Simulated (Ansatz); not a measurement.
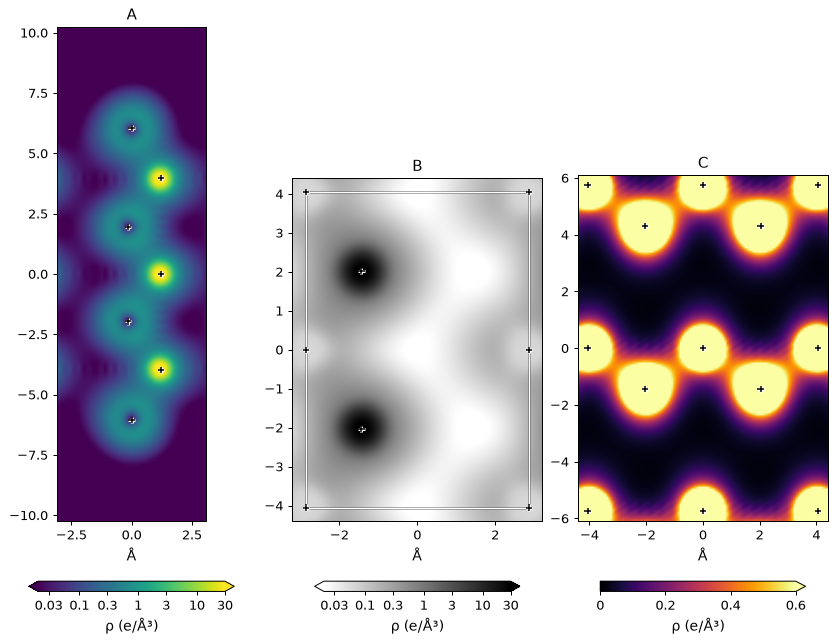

The valence charge density (pseudo) of 3 systems, each on a plane through atoms (crosses mark nuclei in the plane).

Computed with DFT PBE, scalar-relativistic, plane waves, PAW in Ansatz.

System 1: AlAs, the (011) plane of the conventional cell. Space group F-43m.

```cif
data_structure
_symmetry_space_group_name_H-M 'P 1'
_symmetry_Int_Tables_number 1
_cell_length_a 5.7276
_cell_length_b 5.7276
_cell_length_c 5.7276
_cell_angle_alpha 90.000
_cell_angle_beta 90.000
_cell_angle_gamma 90.000
_cell_volume 187.90
loop_
_atom_site_label
_atom_site_type_symbol
_atom_site_fract_x
_atom_site_fract_y
_atom_site_fract_z
_atom_site_occupancy
Al1 Al 0.50000 0.50000 0.00000 1
Al2 Al 0.00000 0.50000 0.50000 1
Al3 Al 0.00000 0.00000 0.00000 1
Al4 Al 0.50000 0.00000 0.50000 1
As1 As 0.25000 0.75000 0.25000 1
As2 As 0.75000 0.75000 0.75000 1
As3 As 0.75000 0.25000 0.25000 1
As4 As 0.25000 0.25000 0.75000 1
```

System 2: GaP (slab), the (100) plane of the calculation cell, a cut from vacuum to vacuum. 

System 3: GaAs, the (011̄) plane of the calculation cell. Space group F-43m.

```
Ga As
1.0
     0.00000    5.74538   -5.74538
     5.74538    5.74538    0.00000
     5.74538    0.00000   -5.74538
Ga As
8 8
Cartesian
  2.8727 5.7454 -2.8727
  0.0000 2.8727 -2.8727
  2.8727 2.8727 0.0000
  0.0000 0.0000 0.0000
  5.7454 5.7454 -5.7454
  2.8727 2.8727 -5.7454
  5.7454 2.8727 -2.8727
  2.8727 0.0000 -2.8727
  4.3090 4.3090 -4.3090
  7.1817 7.1817 -4.3090
  4.3090 7.1817 -7.1817
  7.1817 10.0544 -7.1817
  7.1817 4.3090 -7.1817
  10.0544 7.1817 -7.1817
  7.1817 7.1817 -10.0544
  10.0544 10.0544 -10.0544
```

Which map belongs to which system?

Answer. Panel A is system 2, GaP: the plane holds P and Ga. Ga–P (2.40 Å): ρ at the midpoint is about 0.5 e/Å³. Panel B is system 1, AlAs: the plane holds Al and As. Al–As (2.48 Å): ρ is about 0.46 e/Å³ halfway. Panel C is system 3, GaAs: the plane holds Ga and As. Ga–As (2.49 Å): the density is about 0.47 e/Å³ at the midpoint.
